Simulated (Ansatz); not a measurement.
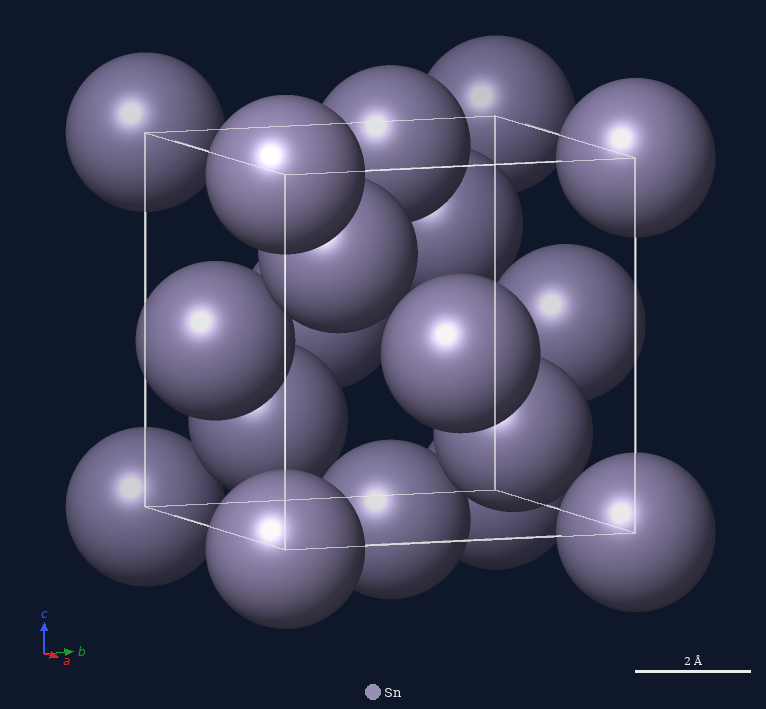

View slightly off an axis, drawn as a space-filling model. Thin lines show the conventional unit cell, with boundary atoms drawn in all their periodic places.

Sn, diamond, space group Fd-3m (No. 227), a = 6.569 Å, b = 6.569 Å, c = 6.569 Å, α = 90.00°, β = 90.00°, γ = 90.00°. The cell started as a structure type filled with this element by a generator (whether the element takes this form wasn't checked). Earlier steps of the study may have refined or changed the cell and positions. An electronic-structure calculation with Ansatz was run on it.

This one geometry was computed with Ansatz (DFT, plane waves, PAW) at three levels of theory: LDA, PBE with spin-orbit coupling and PBE. It was relaxed beforehand with r2SCAN.

**Which level gives the highest pressure at this volume, and what does that say about its equilibrium volume?**

Highest: PBE with spin-orbit coupling (1.5 GPa) and PBE (1.6 GPa), which points to the largest equilibrium volume. Lowest, with the smallest volume: LDA (-1.7 GPa). Levels within 0.5 GPa of each other can't be told apart.

**How does the band gap change with the level of theory?**

All levels give a metal.

**Collect the results in a table.**

| level | cutoff (eV) | k-mesh of the run's cell | gap (eV) | pressure (GPa) |
| --- | --- | --- | --- | --- |
| LDA | 420 | 6×6×6 | metal | -1.7 |
| PBE with spin-orbit coupling | 420 | 6×6×6 | metal | 1.5 |
| PBE | 420 | 6×6×6 | metal | 1.6 |

Gaps are taken on the k-mesh or band path of each run.
